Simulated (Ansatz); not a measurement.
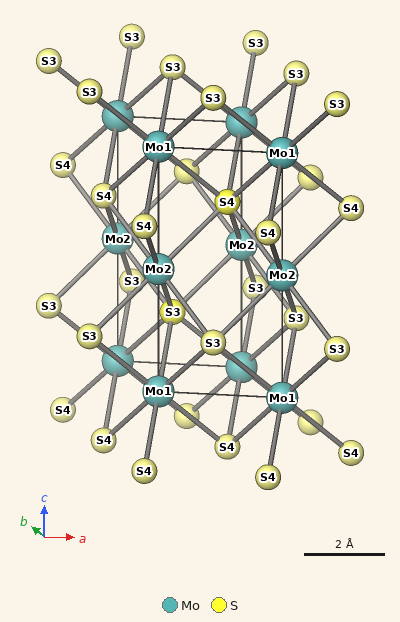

**Figure 1.** The input geometry (ball-and-stick view of the cell of the calculation, seen slightly off an axis; neighbours outside the cell are drawn fainter; atoms are numbered from 1 in the order of the input). An atom can appear more than once, as a periodic image.

**Run report: MoS, single-point calculation**

- system: MoS (4 atoms in the cell)
- method: DFT PBEsol+U, scalar-relativistic, plane waves, PAW, Ueff = 7 eV on Mo d, spin-polarised (Ansatz 0.2.0)

The structure was built on a prototype by a generator; it need not be a known phase. It belongs to a series of runs on one base structure; here: large parallel starting moments. Figures and captions count atoms from 1; the log counts them from 0 in places.

The program's output
```
Mo: projections on atomic orbitals take those of the free atom [Ar 3d10] 4s2 4p6 4d5 5s1, of charge +0.00 (hamiltonian.pseudopotentials.projection_atoms); the dataset's partial waves leave at most 6.0e-6 of an orbital's norm unspanned inside its sphere
S: projections on atomic orbitals take those of the free atom [Ne] 3s2 3p4, of charge +0.00 (hamiltonian.pseudopotentials.projection_atoms); the dataset's partial waves leave at most 1.6e-7 of an orbital's norm unspanned inside its sphere
Engine: ansatz 0.2.0, x86_64-unknown-linux-gnu
Pseudopotentials: kind: paw
Pseudopotential: Mo, paw, valence charge 14, recommended cutoff 420 eV (normal), Mo.paw.azcp
Pseudopotential: S, paw, valence charge 6, recommended cutoff 420 eV (normal), S.paw.azcp
Functional definition: PBEsol
  exchange = pbesol_x
  correlation = pbesol_c
Crystal: 4 atoms, lattice volume = 56.448 Å³
Basis set: ecut = 420 eV, 1113 PW (Γ), exchange–correlation on 48×48×90 points (8 copies of the dense FFT grid, shifted against one another)
Bands: 29, of which v1, the nominal top of the filled ones, is band 20 counted from 1 (19 counted from 0)
Symmetry: 24 space group operations
Space group: P63/mmc (ITA 194), of the structure as read, at distance tolerance 3.8e-5 Å
Magnetic group: BNS 194.263 (UNI 1493), of the structure as read, at distance tolerance 3.8e-5 Å
k-points: 185 of 2592
Non-local potential: Mo, projectors of the file, l = 0: 3, l = 1: 2, l = 2: 2, l = 3: 1
Non-local potential: S, projectors of the file, l = 0: 2, l = 1: 2, l = 2: 2
PAW form: soft (Blöchl's): semilocal exchange-correlation on the pseudo side does not see the compensation charge
PAW frozen core: Mo, regenerated for the run's functional, and the local potential with it (the file was generated under x = pbe(κ = 0.804, μ = 0.2195149727645171), c = pbe(β = 0.06672455060314922))
PAW frozen core: S, regenerated for the run's functional, and the local potential with it (the file was generated under x = pbe(κ = 0.804, μ = 0.2195149727645171), c = pbe(β = 0.06672455060314922))
PAW one-centre angular grid: Mo, 590 points (default); XC on 64 Gauss nodes
PAW one-centre angular grid: S, 110 points (default); XC on 64 Gauss nodes
Initial density: superposition of atomic densities (chi_scale 0.1, normalization cell)
Starting moments: Σ|m| = 7 μB on 2 of 4 sites
Initial wavefunctions: pseudopotential atomic-orbital guess
Functional: x = pbesol(κ = 0.804, μ = 0.12345679012345678), c = pbesol(β = 0.046)
SCF iter   1: F=—  HF=-11550.916875 eV  |F-HF|=—  |Δ(HF+E_count)|=         —  Δρ=7.23e-2 (↑7.23e-2 ↓6.07e-2)  dr2=2.31e0  dr2_m=1.92e0  M=6.708 μB ∫|m|=6.922 μB  β_m=0.30  ethr=3.10e-3  ⟨swp⟩=5.8  Hψ=49116  notcnv=0
preconditioner: auto → Kerker (q_TF=auto, 2.576 Å⁻¹)  [metal: Δε(μ)=0.008 eV  Ē_g=11.294 eV  σ=0.050 eV  W_gap=0.09  n_scr=22 (ndim 8)  ℏωp=24.2 eV  f_vac=0.000  D(μ)=1.28/eV (n_scr^D=4)]
spin=Collinear: Kerker preconditioning applied to the charge; magnetization (m = ρ↑ − ρ↓) channel mixes plain (no charge-response kernel on spin).
SCF iter   2: F=—  HF=-11551.276958 eV  |F-HF|=—  |Δ(HF+E_count)|=   3.60e-1  Δρ=5.04e-2 (↑5.04e-2 ↓4.48e-2)  dr2=1.10e0  dr2_m=9.78e-1  M=6.647 μB ∫|m|=6.905 μB  β_m=0.30  ethr=3.10e-3  ⟨swp⟩=2.0  Hψ=16355  notcnv=0  defer=606
SCF iter   3: F=—  HF=-11551.374786 eV  |F-HF|=—  |Δ(HF+E_count)|=   9.78e-2  Δρ=3.32e-2 (↑2.68e-2 ↓3.32e-2)  dr2=4.20e-2  dr2_m=4.56e-1  M=6.535 μB ∫|m|=6.892 μB  β_m=0.30  ethr=2.75e-3  ⟨swp⟩=2.9  Hψ=18641  notcnv=0  defer=606
SCF iter   4: F=—  HF=-11551.603433 eV  |F-HF|=—  |Δ(HF+E_count)|=   2.29e-1  Δρ=2.34e-2 (↑2.21e-2 ↓2.34e-2)  dr2=1.85e-2  dr2_m=2.62e-1  M=6.471 μB ∫|m|=6.831 μB  β_m=0.30  ethr=1.05e-4  ⟨swp⟩=2.1  Hψ=20773  notcnv=0  defer=645
SCF iter   5: F=—  HF=-11551.739177 eV  |F-HF|=—  |Δ(HF+E_count)|=   1.36e-1  Δρ=1.72e-2 (↑1.72e-2 ↓1.64e-2)  dr2=1.50e-3  dr2_m=1.46e-1  M=6.396 μB ∫|m|=6.775 μB  β_m=0.30  ethr=4.62e-5  ⟨swp⟩=2.1  Hψ=19153  notcnv=0  defer=645
SCF iter   6: F=—  HF=-11551.822710 eV  |F-HF|=—  |Δ(HF+E_count)|=   8.35e-2  Δρ=1.33e-2 (↑1.33e-2 ↓1.22e-2)  dr2=1.82e-3  dr2_m=8.36e-2  M=6.342 μB ∫|m|=6.724 μB  β_m=0.30  ethr=3.76e-6  ⟨swp⟩=2.0  Hψ=19498  notcnv=0  defer=645
SCF iter   7: F=—  HF=-11551.874057 eV  |F-HF|=—  |Δ(HF+E_count)|=   5.13e-2  Δρ=9.74e-3 (↑9.74e-3 ↓9.35e-3)  dr2=4.62e-4  dr2_m=4.70e-2  M=6.298 μB ∫|m|=6.683 μB  β_m=0.30  ethr=3.76e-6  ⟨swp⟩=2.2  Hψ=19562  notcnv=0  defer=644
SCF iter   8: F=—  HF=-11551.907062 eV  |F-HF|=—  |Δ(HF+E_count)|=   3.30e-2  Δρ=7.69e-3 (↑7.69e-3 ↓7.04e-3)  dr2=6.44e-4  dr2_m=2.79e-2  M=6.254 μB ∫|m|=6.639 μB  β_m=0.30  ethr=1.16e-6  ⟨swp⟩=2.0  Hψ=18527  notcnv=0  defer=630
SCF iter   9: F=—  HF=-11551.929059 eV  |F-HF|=—  |Δ(HF+E_count)|=   2.20e-2  Δρ=6.07e-3 (↑6.07e-3 ↓5.41e-3)  dr2=5.40e-4  dr2_m=1.69e-2  M=6.213 μB ∫|m|=6.598 μB  β_m=0.30  ethr=1.16e-6  ⟨swp⟩=2.0  Hψ=17365  notcnv=0  defer=630
SCF iter  10: F=—  HF=-11551.944298 eV  |F-HF|=—  |Δ(HF+E_count)|=   1.52e-2  Δρ=4.82e-3 (↑4.82e-3 ↓4.24e-3)  dr2=4.40e-4  dr2_m=1.04e-2  M=6.180 μB ∫|m|=6.563 μB  β_m=0.30  ethr=1.16e-6  ⟨swp⟩=2.1  Hψ=16062  notcnv=0  defer=631
SCF iter  11: F=—  HF=-11551.954919 eV  |F-HF|=—  |Δ(HF+E_count)|=   1.06e-2  Δρ=3.51e-3 (↑3.51e-3 ↓3.48e-3)  dr2=7.26e-6  dr2_m=6.32e-3  M=6.155 μB ∫|m|=6.534 μB  β_m=0.30  ethr=1.10e-6  ⟨swp⟩=2.1  Hψ=16590  notcnv=0  defer=631
Mixer restart at iter 11: flushing history
spin-set hold released at iteration 11 (site moments contracting): the magnetisation degrees of freedom join the quasi-Newton model from the next iteration; the mixer history was flushed
SCF iter  12: F=—  HF=-11551.962646 eV  |F-HF|=—  |Δ(HF+E_count)|=   7.73e-3  Δρ=2.97e-3 (↑2.97e-3 ↓2.76e-3)  dr2=7.15e-5  dr2_m=4.23e-3  M=6.132 μB ∫|m|=6.506 μB  β_m=0.43  ethr=1.82e-8  ⟨swp⟩=3.1  Hψ=21119  notcnv=0  defer=634
SCF iter  13: F=—  HF=-11551.981761 eV  |F-HF|=—  |Δ(HF+E_count)|=   1.91e-2  Δρ=1.83e-3 (↑1.83e-3 ↓1.46e-3)  dr2=4.79e-4  dr2_m=1.17e-3  M=6.015 μB ∫|m|=6.381 μB  β_m=0.40  ethr=1.82e-8  ⟨swp⟩=3.7  Hψ=26841  notcnv=0  defer=637
SCF iter  14: F=—  HF=-11551.995223 eV  |F-HF|=—  |Δ(HF+E_count)|=   1.35e-2  Δρ=1.09e-3 (↑1.09e-3 ↓9.38e-4)  dr2=4.52e-4  dr2_m=3.13e-4  M=5.847 μB ∫|m|=6.204 μB  β_m=0.78  ethr=1.82e-8  ⟨swp⟩=3.8  Hψ=28002  notcnv=0  defer=645
SCF iter  15: F=—  HF=-11551.996627 eV  |F-HF|=—  |Δ(HF+E_count)|=   1.40e-3  Δρ=7.31e-4 (↑7.31e-4 ↓6.80e-4)  dr2=8.03e-5  dr2_m=2.20e-4  M=5.673 μB ∫|m|=6.000 μB  β_m=0.89  ethr=1.82e-8  ⟨swp⟩=4.3  Hψ=29586  notcnv=0  defer=648
SCF iter  16: F=—  HF=-11551.998654 eV  |F-HF|=—  |Δ(HF+E_count)|=   2.03e-3  Δρ=1.64e-4 (↑1.10e-4 ↓1.64e-4)  dr2=9.42e-6  dr2_m=7.25e-6  M=5.736 μB ∫|m|=6.070 μB  β_m=0.95  ethr=1.82e-8  ⟨swp⟩=3.1  Hψ=23658  notcnv=0  defer=652
SCF iter  17: F=—  HF=-11551.998713 eV  |F-HF|=—  |Δ(HF+E_count)|=   5.90e-5  Δρ=3.76e-5 (↑3.43e-5 ↓3.76e-5)  dr2=1.82e-6  dr2_m=3.22e-7  M=5.747 μB ∫|m|=6.083 μB  β_m=0.97  ethr=1.82e-8  ⟨swp⟩=2.4  Hψ=17446  notcnv=0  defer=652
SCF iter  18: F=—  HF=-11551.998715 eV  |F-HF|=—  |Δ(HF+E_count)|=   2.48e-6  Δρ=1.78e-5 (↑1.78e-5 ↓1.45e-5)  dr2=3.71e-7  dr2_m=6.23e-8  M=5.746 μB ∫|m|=6.081 μB  β_m=0.99  ethr=4.55e-9  ⟨swp⟩=2.2  Hψ=14707  notcnv=0  defer=652
iter 19 did not close the SCF: its close was put off for a magnetic moment that had not settled (scf_convergence_deferred on its scf_iter line)
SCF iter  19: F=-11551.998716 eV  HF=-11551.998716 eV  |F-HF|=6.23e-8  |Δ(HF+E_count)|=   2.96e-7  Δρ=7.52e-6 (↑6.32e-6 ↓7.52e-6)  dr2=2.28e-8  dr2_m=1.84e-8  M=5.744 μB ∫|m|=6.079 μB  β_m=0.99  ethr=2.50e-10  ⟨swp⟩=11.7  Hψ=71907  notcnv=0
SCF iter  20: F=-11551.998716 eV  HF=-11551.998716 eV  |F-HF|=1.60e-9  |Δ(HF+E_count)|=   1.48e-7  Δρ=1.04e-6 (↑7.06e-7 ↓1.04e-6)  dr2=9.83e-10  dr2_m=1.11e-10  M=5.745 μB ∫|m|=6.080 μB  ethr=5.69e-11  ⟨swp⟩=5.1  Hψ=53804  notcnv=0
SCF 1 converged in 20 iterations: F = -11551.998716 eV  dr2 = 9.83e-10
  greatest PAW one-centre occupation: 0.999 electrons in one spin orbital (limit 2), on the Mo atom at site 1 (counted from 0), in its partial waves of l = 0
Symmetry: 12 space group operations
k-points: 266 of 2592
Initial density: read from a saved state, or passed on in memory by an earlier SCF of this step, an earlier step, the calling program or the single point that the run made first
Starting moments: Σ|m| = 7 μB on 2 of 4 sites; this step starts from the density that it was given
Initial wavefunctions: those read from a saved state, or passed on in memory by an earlier step or the calling program
iter 1 solved again at ethr=2.46e-12 eV; its pass at ethr=2.50e-6 eV (dr2=9.83e-10 eV) is discarded
SCF iter   1: F=—  HF=-11551.998716 eV  |F-HF|=—  |Δ(HF+E_count)|=         —  Δρ=1.04e-6 (↑7.06e-7 ↓1.04e-6)  dr2=9.83e-10  dr2_m=1.11e-10  M=5.745 μB ∫|m|=6.080 μB  ethr=2.46e-12  ⟨swp⟩=1.0  Hψ=76363  notcnv=0
preconditioner: auto → Kerker (q_TF=auto, 2.576 Å⁻¹)  [metal: Δε(μ)=0.013 eV  Ē_g=10.964 eV  σ=0.050 eV  W_gap=0.14  n_scr=22 (ndim 8)  ℏωp=24.2 eV  f_vac=0.000  D(μ)=1.13/eV (n_scr^D=2)]
spin=Collinear: Kerker preconditioning applied to the charge; magnetization (m = ρ↑ − ρ↓) channel mixes plain (no charge-response kernel on spin).
SCF iter   2: F=-11551.998716 eV  HF=-11551.998716 eV  |F-HF|=4.55e-10  |Δ(HF+E_count)|=   2.71e-9  Δρ=5.05e-7 (↑3.05e-7 ↓5.05e-7)  dr2=1.40e-10  dr2_m=4.77e-11  M=5.745 μB ∫|m|=6.080 μB  ethr=2.46e-12  ⟨swp⟩=1.0  Hψ=59484  notcnv=0
SCF 2 converged in 2 iterations: F = -11551.998716 eV  dr2 = 1.40e-10
SCF converged after 20 iterations
Magnetization: 5.7449 μB (22.8724 up, 17.1276 down)
Absolute magnetization: 6.0809 μB (∫|ρ↑−ρ↓|, with the PAW one-centre terms)
Spin contamination: 0.1564 ħ² per cell (⟨S²⟩ above its minimum at these occupations)
Per-site moments (μB) at R_I (Å): [(2.1540548433764877, 1.0066888861632526), (2.154054843376485, 1.0066888861632526), (-0.048838077370705675, 1.0066888861632526), (-0.048838077370705606, 1.0066888861632526)]
Free energy (F): -11551.998716 eV
Harris-Foulkes:  -11551.998716 eV  (|F-HF|=1.60e-9)
Internal energy: -11551.997302 eV  (E = F + TS)
E sigma→0 (E₀):  -11551.998009 eV
Entropy (-TS):   -0.001413 eV (-0.353 meV/atom)
Fermi energy:    18.423964 eV
--- Per-component energies (eV) ---
  E_band       = -97.784379
  E_kinetic    = 1127.380431
  E_local      = -2011.111160  (includes V_loc(G=0)·N_el)
  E_nonlocal   = 356.502144
  E_hartree    = 698.198195
  E_xc         = -565.806821
  E_vxc        = -643.303061  (∫ρ·V_xc dr)
  E_hubbard    = 9.889240  (on-site DFT+U / exact-exchange correction)
  E_vhub       = -17.037048  (the Hubbard potential's part of the band-sum identity)
  E_paw        = -7461.356274  (= ΣΔE_a)
  E_vpaw       = -306.612463  (= ΣTr[D̂ρ^β])
  E_aug_tail   = 0.000086  (compensation charges beyond the density's cutoff)
  E_ewald      = -3706.235641
  E_core_change = 0.542497  (= ΣΔE_core)
  E_smearing   = -0.001413  (= −TS)
  E_closure    = -0.000000  (closes the sum)
  Σ components = -11551.998716   (vs F -11551.998716, Δ=0.00e0)
--- Forces (eV/Å), atoms counted from 1 ---
  atom   1  Mo    -0.00000000    -0.00000000     0.00000000
  atom   2  Mo    -0.00000000    -0.00000000     0.00000000
  atom   3  S      0.00000000    -0.00000000     0.00000000
  atom   4  S      0.00000000     0.00000000     0.00000000
  max |Σ_I F_I| component: 7.40e-17 eV/Å
--- Stress (GPa, compression-positive) ---
       45.404869      -0.000000       0.000000
       -0.000000      45.404869       0.000000
        0.000000       0.000000      33.145382
  P = ⅓ Tr σ = 41.3184 GPa (413.184 kbar)
--- Band table (eV; the first three rows and the last of 370) ---
  k-point 0 ↑: bands = ["-43.5429", "-43.5191", "-17.9815", "-17.7070", "-17.7070", "-17.6811", "-17.6811", "-17.6727", "1.3909", "3.2211", "7.9877", "9.8695", "11.3511", "11.3511", "12.5487", "12.5487", "13.5379", "13.5379", "14.1549", "15.7876", "16.2402", "16.2402", "16.5696", "16.5696", "21.6602", "21.6602", "21.7799", "22.2423", "25.3479"]
  k-point 1 ↑: bands = ["-43.5402", "-43.5187", "-17.9714", "-17.7060", "-17.7060", "-17.6860", "-17.6821", "-17.6821", "1.4473", "3.1267", "8.0977", "9.8505", "11.3866", "11.3866", "12.4875", "12.4875", "13.5924", "13.5924", "14.1004", "15.5970", "15.8004", "15.8004", "17.0700", "17.0700", "21.4571", "21.4571", "21.9793", "22.4347", "25.5212"]
  k-point 2 ↑: bands = ["-43.5338", "-43.5181", "-17.9419", "-17.7230", "-17.7033", "-17.7033", "-17.6849", "-17.6849", "1.6112", "2.8767", "8.3994", "9.7691", "11.4906", "11.4906", "12.3234", "12.3234", "13.7539", "13.7539", "14.0036", "15.1414", "15.2772", "15.2772", "17.7730", "17.7730", "20.9180", "20.9180", "22.4616", "22.9434", "25.9418"]
  k-point 184 ↓: bands = ["-41.7551", "-41.7551", "-16.0191", "-16.0191", "-16.0122", "-16.0122", "-16.0069", "-16.0069", "4.1721", "4.1721", "11.4695", "11.4695", "11.8612", "11.8612", "12.5446", "12.5446", "19.2117", "19.2117", "20.5016", "20.5016", "21.5546", "21.5546", "22.3811", "22.3811", "24.8407", "24.8407", "24.9285", "24.9285", "26.4207"]
Occupation matrices written to [file]
--- Löwdin populations: 4 sites ---
  site symbol       q [e]    m [muB]
     0     Mo     13.7292     2.9682
     1     Mo     13.7292     2.9682
     2      S      6.1261    -0.1296
     3      S      6.1261    -0.1296
  spilling = 0.007234 (of n_electrons = 40.000000)
```

File populations.tsv
```
# site	symbol	l	j	q_up	q_dn
# orbitals = lowdin
# n_electrons = 40.000000
# spilling = 0.007234
# projection_atom_Mo: [Ar 3d10] 4s2 4p6 4d5 5s1
# projection_atom_S: [Ne] 3s2 3p4
0	Mo	0_4S	-	0.983124	0.982618
0	Mo	0_5S	-	0.268440	0.228723
0	Mo	1_4P	-	2.995454	2.995122
0	Mo	2_4D	-	4.101718	1.174038
1	Mo	0_4S	-	0.983124	0.982618
1	Mo	0_5S	-	0.268440	0.228723
1	Mo	1_4P	-	2.995454	2.995122
1	Mo	2_4D	-	4.101718	1.174038
2	S	0_3S	-	0.791553	0.795523
2	S	1_3P	-	2.206668	2.332345
3	S	0_3S	-	0.791553	0.795523
3	S	1_3P	-	2.206668	2.332345
```

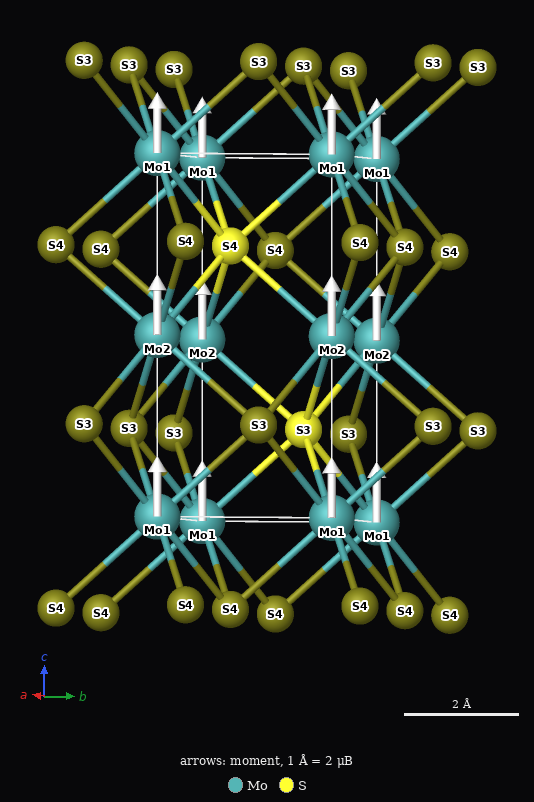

**Figure 2.** Magnetic moments of the sites as white arrows (ball-and-stick view of the cell of the calculation, seen at an oblique angle; neighbours outside the cell are drawn fainter; atoms are numbered from 1 in the order of the input); small moments hardly show. The run is collinear, so the axis drawn is arbitrary. Site moments: Mo1, Mo2 (2.15 μB). They are counted near the atoms and needn't add up to the moment of the cell.

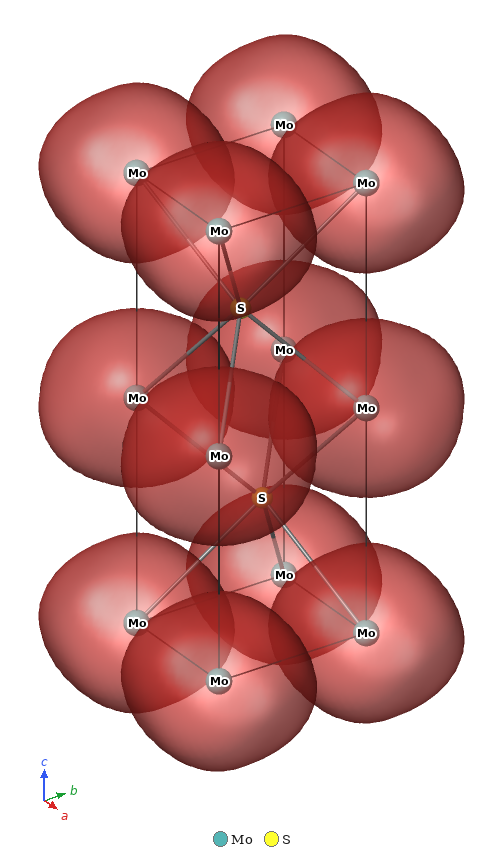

**Figure 3.** Isosurfaces of the spin density at +0.08 (red) and −0.08 e/Å³ (blue), seen slightly off an axis. Sticks mark near contacts. The outline is the cell set on symmetry axes. The cell of the calculation (4 atoms) carries 5.7 μB net. Only one sign reaches the isovalue. In a PAW calculation such maps are meaningful between the atoms, not at the nuclei.

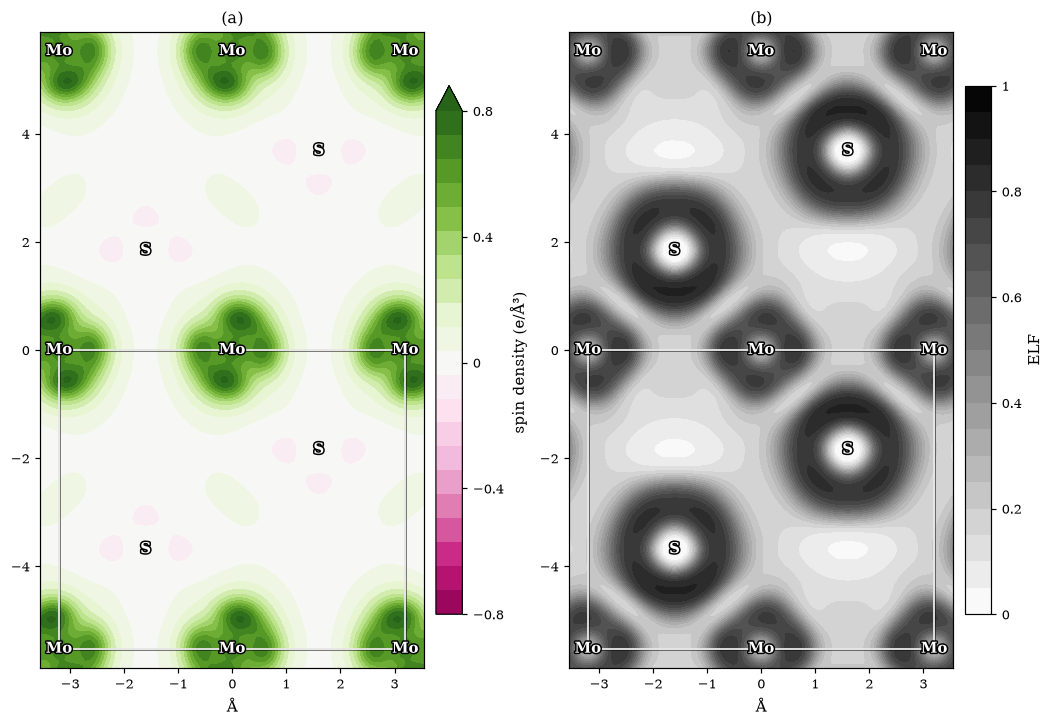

**Figure 4.** (a) magnetisation density (up minus down); (b) electron localisation function on the (110) plane of the conventional cell. The section cuts through Mo and S sites. Mo–S (2.44 Å): the ELF is about 0.30 at the midpoint. The strong features right at Mo lie inside the PAW spheres (semicore, d or f shells) and say nothing about bonding. The cell of the calculation (4 atoms) carries 5.7 μB net.

The run was set up as follows.

The input
```yaml
crystal:
  lattice:
    - [3.190387841, 0.0, 0.0]
    - [-1.5951939205, 2.7629569182, 0.0]
    - [0.0, 0.0, 6.4037196669]
  atoms:
    - { symbol: Mo, position: [0.0, 0.0, 0.0], spin: 3.5 }
    - { symbol: Mo, position: [0.0, 0.0, 0.5], spin: 3.5 }
    - { symbol: S, position: [0.3333333333, 0.6666666667, 0.25] }
    - { symbol: S, position: [0.6666666667, 0.3333333333, 0.75] }
basis:
  ecutwfc: 420
kpoints:
  mp_grid: { grid: [18, 18, 8] }
hamiltonian:
  xc: pbesol
  hubbard: { sites: [{ species: Mo, l: d, u_eff: 7.0 }] }
scf:
  occupations: { method: gaussian, width: 0.05 }
output:
  forces: true
  stress: true
  eigenvalues: true
  populations: true
  write_density: true
  write_potential: true
  elf: true
  volumetric_format: npy
magnetization:
  spin_polarized: true
```

Command:
```bash
ansatz run input.yaml --threads 1 --pin off --max-ram 2560MiB --backend cpu --events-out ev --progress --plain --runs-dir out
```

Summary

- outcome: converged
- space group (tolerance 0.01 Å): P6₃/mmc (194)
- electrons treated: 40
- free energy: −11551.9987 eV
- Fermi energy: 18.424 eV
- gap on the k-point mesh: none (metallic)
- net moment of the cell: 5.74 μB
- integrated absolute moment: 6.08 μB
- pressure: 41.32 GPa
- largest force (length of the vector): under 0.001 eV/Å
- hardware: 1 thread of Intel Xeon @ 2.50GHz (Skylake/Cascade Lake), 189 GiB of memory available, shared host
- wall time: 4.2 min
- peak memory: 1.2 GiB

Notes

The electronic state found may not be the lowest one. Notes on the run: the search outside the symmetry group is no proof of a minimum. The cell is under a pressure of 41 GPa at this level, so it is not at its equilibrium volume.
